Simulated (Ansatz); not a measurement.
## Geometry relaxation, with input and output: Ag

- system: Ag (Fm-3m, 1 atom in the cell)
- method: DFT PBE+D3(BJ), scalar-relativistic, plane waves, PAW, no spin polarisation (Ansatz 0.2.0)

The structure derives from an entry of the Crystallography Open Database. Figures and captions count atoms from 1; the log counts them from 0 in places.

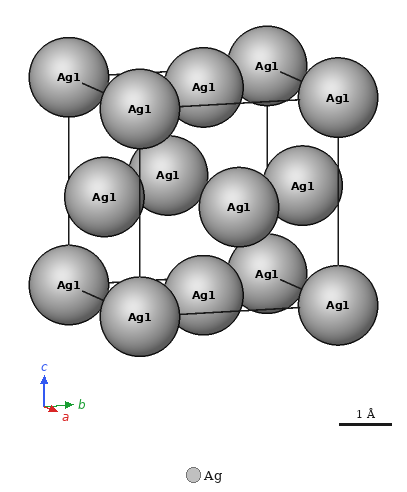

The input geometry (spheres-only view of the cell 4 times as large as that of the calculation, set on its symmetry axes, seen slightly off an axis; atoms are numbered from 1 in the order of the input). An atom can appear more than once, as a periodic image.

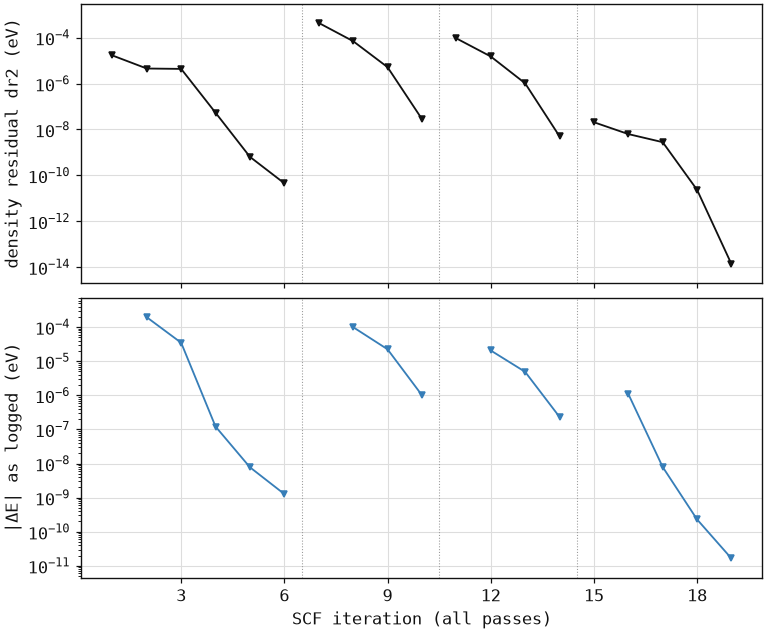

Convergence of the self-consistent field: density residual dr2 and size of the energy change against the SCF iteration. The dotted lines part the SCF passes of the relaxation: geometry steps, rejected trials and re-solves on a re-selected basis. The passes take 6, 4, 4 and 5 iterations.

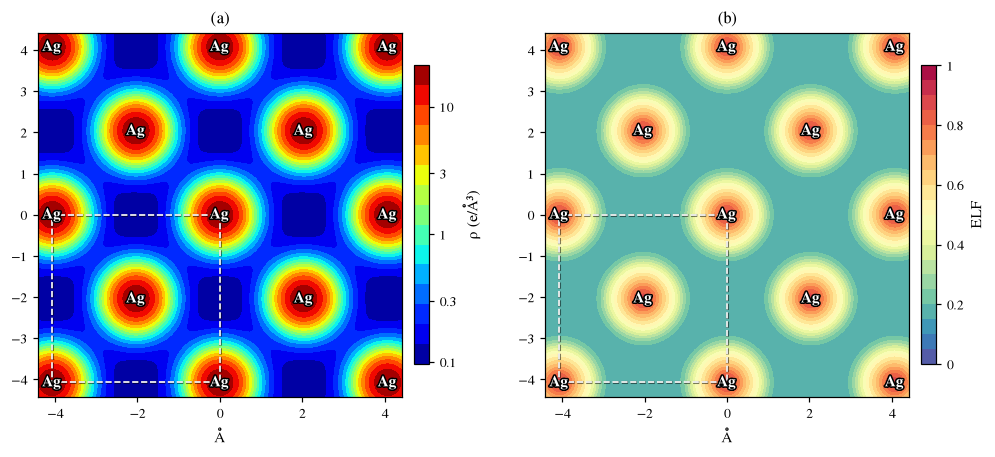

(a) valence charge density (pseudo); (b) electron localisation function on the (010) plane of the conventional cell. The section cuts through Ag sites. Ag–Ag (2.88 Å): ρ at the midpoint is about 0.22 e/Å³; the ELF is about 0.15 at the midpoint; no shared electron pair. Away from the nuclei the density in this plane falls to 0.1 e/Å³ at its lowest. The strong features right at Ag lie inside the PAW spheres (semicore, d or f shells) and say nothing about bonding. Core electrons are frozen (PAW), so the fields are smoothed inside the atomic spheres.

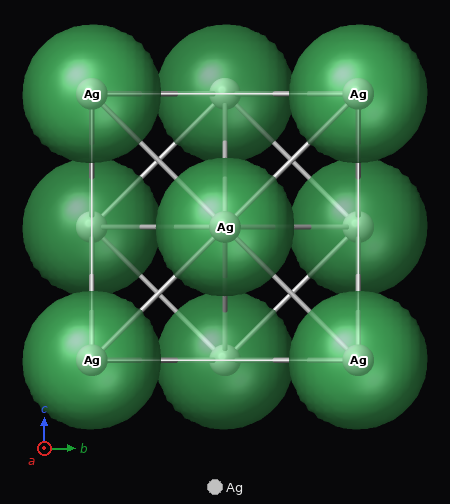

Isosurface of the valence electron density at 0.5 e/Å³ (green), seen along the a axis. Sticks mark near contacts. The outline is the cell set on symmetry axes. At this value the density breaks into separate islands; it holds about 85 % of the electrons treated as valence (semicore included). It is pinched off along the Ag–Ag (2.88 Å) contacts. On the grid the lowest density along these lines, outside the cores, is 0.22 e/Å³ (Ag–Ag, 2.88 Å).

The input and output of the run follow.

## Input file
```yaml
crystal:
  lattice:
    - [0.0, 2.04275, 2.04275]
    - [2.04275, 0.0, 2.04275]
    - [2.04275, 2.04275, 0.0]
  atoms:
    - { symbol: Ag, position: [0.0, 0.0, 0.0] }
basis:
  ecutwfc: 420
kpoints:
  mp_grid: { grid: [18, 18, 18] }
hamiltonian:
  xc: pbe
  dispersion: d3bj
scf:
  occupations: { method: gaussian, width: 0.1 }
output:
  forces: true
  stress: true
  eigenvalues: true
  write_density: true
  write_potential: true
  elf: true
  volumetric_format: npy
relax:
  adjacent_minimum: "off"
  f_tol: 0.005
  max_steps: 80
  cell: { stress_tol: 0.05 }
```

Command:
```bash
ansatz run input.yaml --threads 4 --pin off --max-ram 10240MiB --backend cpu --events-out ev --progress --plain --runs-dir out
```

## Log
```
Engine: ansatz 0.2.0, x86_64-unknown-linux-gnu
Pseudopotentials: kind: paw
Pseudopotential: Ag, paw, valence charge 19, recommended cutoff 420 eV (normal), Ag.paw.azcp
Functional definition: PBE
  parameter kappa = 0.804
  parameter beta = 0.06672455060314922
  exchange = pbe_x(kappa = kappa, mu = beta*pi^2/3)
  correlation = pbe_c(beta = beta)
Crystal: 1 atoms, lattice volume = 17.048 Å³
Basis set: ecut = 420 eV, 331 PW (Γ), exchange–correlation on 40×40×40 points (8 copies of the dense FFT grid, shifted against one another)
Bands: 14, of which v1, the nominal top of the filled ones, is band 10 counted from 1 (9 counted from 0)
Symmetry: 48 space group operations
Space group: Fm-3m (ITA 225), of the structure as read, at distance tolerance 2.6e-5 Å
k-points: 195 of 5832
Non-local potential: Ag, projectors of the file, l = 0: 3, l = 1: 2, l = 2: 2, l = 3: 1
PAW form: soft (Blöchl's): semilocal exchange-correlation on the pseudo side does not see the compensation charge
PAW one-centre angular grid: Ag, 590 points (default); XC on 64 Gauss nodes
Initial density: superposition of atomic densities (neutral atoms: chi_scale 0, normalization atom), corrected by the library's trained network
Initial wavefunctions: pseudopotential atomic-orbital guess
Functional: x = pbe(κ = 0.804, μ = 0.2195149727645171), c = pbe(β = 0.06672455060314922)
SCF iter   1: F=—  HF=-7591.134515 eV  |F-HF|=—  |Δ(HF+E_count)|=         —  Δρ=8.31e-4  dr2=1.68e-5  ethr=1.77e-3  ⟨swp⟩=4.6  Hψ=13575  notcnv=0
preconditioner: auto → none  [insulator: Δε(μ)=0.173 eV  Ē_g=16.264 eV  σ=0.100 eV  W_gap=0.67  n_scr=8 (ndim 8)  ℏωp=29.8 eV  f_vac=0.000  D(μ)=0.20/eV (n_scr^D=0)  ε∞_Penn≈4.4]
SCF iter   2: F=—  HF=-7591.134710 eV  |F-HF|=—  |Δ(HF+E_count)|=   1.95e-4  Δρ=4.35e-4  dr2=4.53e-6  ethr=8.85e-8  ⟨swp⟩=2.1  Hψ=6187  notcnv=0
SCF iter   3: F=—  HF=-7591.134745 eV  |F-HF|=—  |Δ(HF+E_count)|=   3.48e-5  Δρ=1.85e-4  dr2=4.36e-6  ethr=2.39e-8  ⟨swp⟩=2.0  Hψ=4517  notcnv=0
iter 4 did not close the SCF: its close was put off for the readings that it lacked (scf_convergence_deferred on its scf_iter line)
SCF iter   4: F=-7591.134745 eV  HF=-7591.134745 eV  |F-HF|=3.53e-8  |Δ(HF+E_count)|=   1.21e-7  Δρ=2.09e-5  dr2=5.36e-8  ethr=2.30e-8  ⟨swp⟩=2.2  Hψ=3695  notcnv=0
iter 5 did not close the SCF: its close was put off for the readings that it lacked (scf_convergence_deferred on its scf_iter line)
SCF iter   5: F=-7591.134745 eV  HF=-7591.134745 eV  |F-HF|=1.04e-9  |Δ(HF+E_count)|=   7.75e-9  Δρ=3.90e-6  dr2=6.41e-10  ethr=2.82e-10  ⟨swp⟩=2.0  Hψ=3948  notcnv=0
SCF iter   6: F=-7591.134745 eV  HF=-7591.134745 eV  |F-HF|=2.91e-11  |Δ(HF+E_count)|=   1.27e-9  Δρ=5.61e-7  dr2=4.52e-11  ethr=3.37e-12  ⟨swp⟩=3.9  Hψ=12327  notcnv=0
SCF 1 converged in 6 iterations: F = -7591.134745 eV  dr2 = 4.52e-11
  greatest PAW one-centre occupation: 1.000 electrons in one spin orbital (limit 2), on the Ag atom at site 0 (counted from 0), in its partial waves of l = 0
relax step   1: F+E_penalty+E_count = -7591.13474480 eV  Δ(F+E_penalty+E_count) = +0.000e0 eV  max|allowed force component| = 0.000e0 eV/Å  Δτ_max = 0.0000 Å  P = -0.991 GPa  Ω = 17.048 Å³  (6 SCF iters, dr2 threshold 1.00e-7 eV, accepted)
Crystal: 1 atoms, lattice volume = 16.770 Å³
Initial density: handed on by an earlier stage of this run
Initial wavefunctions: those handed on with the density
iter 1 solved again at ethr=2.43e-6 eV; its pass at ethr=3.10e-3 eV (dr2=4.63e-4 eV) is discarded
SCF iter   1: F=—  HF=-7591.135146 eV  |F-HF|=—  |Δ(HF+E_count)|=         —  Δρ=1.54e-3  dr2=4.40e-4  ethr=2.43e-6  ⟨swp⟩=1.8  Hψ=17696  notcnv=0
preconditioner: auto → none  [insulator: Δε(μ)=0.186 eV  Ē_g=16.416 eV  σ=0.100 eV  W_gap=0.70  n_scr=8 (ndim 8)  ℏωp=30.1 eV  f_vac=0.000  D(μ)=0.19/eV (n_scr^D=0)  ε∞_Penn≈4.4]
SCF iter   2: F=—  HF=-7591.135046 eV  |F-HF|=—  |Δ(HF+E_count)|=   9.98e-5  Δρ=8.94e-4  dr2=7.04e-5  ethr=2.32e-6  ⟨swp⟩=2.2  Hψ=3924  notcnv=0
SCF iter   3: F=—  HF=-7591.135023 eV  |F-HF|=—  |Δ(HF+E_count)|=   2.24e-5  Δρ=2.48e-4  dr2=5.20e-6  ethr=3.70e-7  ⟨swp⟩=2.5  Hψ=4320  notcnv=0
SCF iter   4: F=-7591.135022 eV  HF=-7591.135022 eV  |F-HF|=9.60e-9  |Δ(HF+E_count)|=   1.01e-6  Δρ=2.26e-5  dr2=2.86e-8  ethr=5.26e-10  ⟨swp⟩=5.8  Hψ=14498  notcnv=0
SCF 2 converged in 4 iterations: F = -7591.135022 eV  dr2 = 2.86e-8
relax step   2: F+E_penalty+E_count = -7591.13502235 eV  Δ(F+E_penalty+E_count) = -2.775e-4 eV  max|allowed force component| = 0.000e0 eV/Å  Δτ_max = 0.0000 Å  P = +0.843 GPa  Ω = 16.770 Å³  energy of the carried Pulay correction = +1.193e-4 eV  (4 SCF iters, dr2 threshold 1.00e-7 eV, accepted)
Crystal: 1 atoms, lattice volume = 16.897 Å³
iter 1 solved again at ethr=3.92e-7 eV; its pass at ethr=3.10e-3 eV (dr2=7.45e-5 eV) is discarded
SCF iter   1: F=—  HF=-7591.135316 eV  |F-HF|=—  |Δ(HF+E_count)|=         —  Δρ=7.06e-4  dr2=9.35e-5  ethr=3.92e-7  ⟨swp⟩=2.1  Hψ=17188  notcnv=0
preconditioner: auto → none  [insulator: Δε(μ)=0.179 eV  Ē_g=16.359 eV  σ=0.100 eV  W_gap=0.68  n_scr=8 (ndim 8)  ℏωp=30.0 eV  f_vac=0.000  D(μ)=0.19/eV (n_scr^D=0)  ε∞_Penn≈4.4]
SCF iter   2: F=—  HF=-7591.135296 eV  |F-HF|=—  |Δ(HF+E_count)|=   2.07e-5  Δρ=4.10e-4  dr2=1.52e-5  ethr=3.92e-7  ⟨swp⟩=2.1  Hψ=3932  notcnv=0
SCF iter   3: F=—  HF=-7591.135291 eV  |F-HF|=—  |Δ(HF+E_count)|=   4.89e-6  Δρ=1.10e-4  dr2=1.03e-6  ethr=7.99e-8  ⟨swp⟩=2.5  Hψ=4319  notcnv=0
SCF iter   4: F=-7591.135291 eV  HF=-7591.135291 eV  |F-HF|=1.47e-9  |Δ(HF+E_count)|=   2.33e-7  Δρ=9.47e-6  dr2=5.06e-9  ethr=5.26e-10  ⟨swp⟩=5.0  Hψ=13724  notcnv=0
SCF 3 converged in 4 iterations: F = -7591.135291 eV  dr2 = 5.06e-9
relax step   3: F+E_penalty+E_count = -7591.13529058 eV  Δ(F+E_penalty+E_count) = -2.682e-4 eV  max|allowed force component| = 0.000e0 eV/Å  Δτ_max = 0.0000 Å  P = -0.018 GPa  Ω = 16.897 Å³  energy of the carried Pulay correction = +6.475e-5 eV  (4 SCF iters, dr2 threshold 1.00e-7 eV, accepted)
Initial wavefunctions: pseudopotential atomic-orbital guess (no wavefunctions were taken with the density)
iter 1 solved again at ethr=7.36e-9 eV; its pass at ethr=3.10e-3 eV (dr2=1.40e-6 eV) is discarded
SCF iter   1: F=—  HF=-7591.135222 eV  |F-HF|=—  |Δ(HF+E_count)|=         —  Δρ=2.83e-5  dr2=2.07e-8  ethr=7.36e-9  ⟨swp⟩=3.0  Hψ=21192  notcnv=0
preconditioner: auto → none  [insulator: Δε(μ)=0.179 eV  Ē_g=16.353 eV  σ=0.100 eV  W_gap=0.69  n_scr=8 (ndim 8)  ℏωp=30.0 eV  f_vac=0.000  D(μ)=0.19/eV (n_scr^D=0)  ε∞_Penn≈4.4]
SCF iter   2: F=—  HF=-7591.135223 eV  |F-HF|=—  |Δ(HF+E_count)|=   1.10e-6  Δρ=1.41e-5  dr2=6.31e-9  ethr=1.09e-10  ⟨swp⟩=2.2  Hψ=3932  notcnv=0
SCF iter   3: F=—  HF=-7591.135223 eV  |F-HF|=—  |Δ(HF+E_count)|=   7.91e-9  Δρ=5.28e-6  dr2=2.80e-9  ethr=3.32e-11  ⟨swp⟩=2.1  Hψ=3764  notcnv=0
SCF iter   4: F=—  HF=-7591.135223 eV  |F-HF|=—  |Δ(HF+E_count)|=  2.29e-10  Δρ=6.16e-7  dr2=2.35e-11  ethr=1.47e-11  ⟨swp⟩=2.3  Hψ=3989  notcnv=0
SCF iter   5: F=-7591.135223 eV  HF=-7591.135223 eV  |F-HF|=9.09e-13  |Δ(HF+E_count)|=  1.64e-11  Δρ=1.27e-8  dr2=1.36e-14  ethr=1.00e-12  ⟨swp⟩=4.2  Hψ=9162  notcnv=0
SCF 4 converged in 5 iterations: F = -7591.135223 eV  dr2 = 1.36e-14
relax step   4: F+E_penalty+E_count = -7591.13522340 eV  Δ(F+E_penalty+E_count) = +6.718e-5 eV  max|allowed force component| = 0.000e0 eV/Å  Δτ_max = 0.0000 Å  P = -0.015 GPa  Ω = 16.897 Å³  stress off target by 1.45e-2 GPa  SCF on the basis re-selected at this cell (its energy is not comparable with the rows above)  (5 SCF iters)
basis re-selected at this cell: Δ(F+E_penalty+E_count) = +6.718e-5 eV, ΔP = +0.003 GPa vs the last step (what re-selecting the basis moved, of the pressure what is left beyond the Pulay correction that the steps carried, after the strain that the cell walked since its last selection, with what the two solves' SCF thresholds leave and, on support functions, any second-order correction that the steps lacked; it is no measure of the basis error at this ecutwfc). This SCF's stress stands 1.45e-2 GPa from its target on what of the cell is left free (relax.cell.stress_tol is 5.00e-2 GPa) and its largest allowed force component is 0.00e0 eV/Å (relax.f_tol is 5.00e-3 eV/Å): within both
SCF converged after 5 iterations
Free energy (F): -7591.135223 eV
Harris-Foulkes:  -7591.135223 eV  (|F-HF|=9.09e-13)
Internal energy: -7591.134249 eV  (E = F + TS)
E sigma→0 (E₀):  -7591.134736 eV
Entropy (-TS):   -0.000975 eV (-0.975 meV/atom)
Fermi energy:    17.547396 eV
--- Per-component energies (eV) ---
  E_band       = -230.568331
  E_kinetic    = 527.710171
  E_local      = -2179.560699  (includes V_loc(G=0)·N_el)
  E_nonlocal   = 79.837195
  E_hartree    = 994.013146
  E_xc         = -185.169350
  E_vxc        = -235.319576  (∫ρ·V_xc dr)
  E_paw        = -3901.867056  (= ΣΔE_a)
  E_vpaw       = -411.262038  (= ΣTr[D̂ρ^β])
  E_aug_tail   = 0.000325  (compensation charges beyond the density's cutoff)
  E_ewald      = -2925.503386
  E_disp       = -0.594594  (pairwise vdW)
  E_smearing   = -0.000975  (= −TS)
  E_closure    = -0.000000  (closes the sum)
  Σ components = -7591.135223   (vs F -7591.135223, Δ=0.00e0)
--- Forces (eV/Å), atoms counted from 1 ---
  atom   1  Ag    -0.00000000     0.00000000     0.00000000
  max |Σ_I F_I| component: 5.75e-32 eV/Å
--- Stress (GPa, compression-positive) ---
       -0.014541       0.000000       0.000000
       -0.000000      -0.014541       0.000000
        0.000000       0.000000      -0.014541
  P = ⅓ Tr σ = -0.0145 GPa (-0.145 kbar)
--- Band table (eV; the first three rows and the last of 195) ---
  k-point 0: bands = ["-74.4146", "-37.8029", "-37.8029", "-37.8029", "9.7240", "12.7543", "12.7543", "12.7543", "13.8101", "13.8101", "33.4750", "37.1073", "37.1073", "37.1073"]
  k-point 1: bands = ["-74.4141", "-37.8080", "-37.8036", "-37.8036", "9.8217", "12.7311", "12.7818", "12.7818", "13.7993", "13.7993", "33.5025", "36.2952", "37.1552", "37.1552"]
  k-point 2: bands = ["-74.4125", "-37.8229", "-37.8059", "-37.8059", "10.1041", "12.6768", "12.8534", "12.8534", "13.7781", "13.7781", "33.3095", "34.8852", "37.2760", "37.2760"]
  k-point 194: bands = ["-74.3907", "-37.9248", "-37.9081", "-37.8690", "11.8132", "12.2166", "12.7516", "13.8479", "14.8352", "22.8788", "24.2595", "24.6089", "25.8767", "39.2808"]
--- Relaxed structure (3 steps of the walk, 3 accepted, 1 SCFs on fresh bases) ---
  F+E_penalty+E_count = -7591.13522340 eV   max|allowed force component| = 0.000e0 eV/Å   (the final SCF, on the basis selected at the relaxed cell)
  cell:  # Å, volume = 16.8968 Å³
    - [-8.018294130276587e-51, 2.0366888255932065, 2.0366888255932065]
    - [2.0366888255932065, -5.732293537007541e-35, 2.0366888255932065]
    - [2.0366888255932065, 2.0366888255932065, -1.9107645123358472e-35]
  atoms:
    - { symbol: Ag, position: [0.0, 0.0, 0.0] }
```

## Trajectory as extended XYZ (Å, eV, eV/Å), 4 frames, from step=1 to step=4
```
1
Lattice="0.0000 2.0427 2.0427 2.0427 0.0000 2.0427 2.0427 2.0427 0.0000" Properties=species:S:1:pos:R:3:forces:R:3 step=1 energy=-7591.13475 pressure_GPa=-0.99
Ag    0.0000    0.0000    0.0000    0.0000   0.0000   0.0000
1
Lattice="0.0000 2.0316 2.0316 2.0316 0.0000 2.0316 2.0316 2.0316 0.0000" Properties=species:S:1:pos:R:3:forces:R:3 step=2 energy=-7591.13502 pressure_GPa=0.84
Ag    0.0000    0.0000    0.0000    0.0000   0.0000   0.0000
1
Lattice="0.0000 2.0367 2.0367 2.0367 0.0000 2.0367 2.0367 2.0367 0.0000" Properties=species:S:1:pos:R:3:forces:R:3 step=3 energy=-7591.13529 pressure_GPa=-0.02
Ag    0.0000    0.0000    0.0000    0.0000   0.0000   0.0000
1
Lattice="0.0000 2.0367 2.0367 2.0367 0.0000 2.0367 2.0367 2.0367 0.0000" Properties=species:S:1:pos:R:3:forces:R:3 step=4 energy=-7591.13522 pressure_GPa=-0.01
Ag    0.0000    0.0000    0.0000    0.0000   0.0000   0.0000
```

## Results in brief

| quantity | value |
| --- | --- |
| outcome | converged |
| space group (tolerance 0.01 Å) | Fm-3m (225) |
| electrons treated | 19 |
| free energy | −7591.1352 eV |
| Fermi energy | 17.547 eV |
| gap on the k-point mesh | none (metallic) |
| pressure | −0.01 GPa |
| final volume | 16.90 Å³ |
| largest force (length of the vector) at the end | under 0.001 eV/Å |
| final cell | a = 2.880 Å, b = 2.880 Å, c = 2.880 Å, α = 60.00°, β = 60.00°, γ = 60.00° |
| hardware | 4 threads of Intel Xeon @ 2.70GHz, 189 GiB of memory available, shared host |
| wall time | 4.8 s (CPU time 14 s) |
| peak memory | 0.38 GiB |
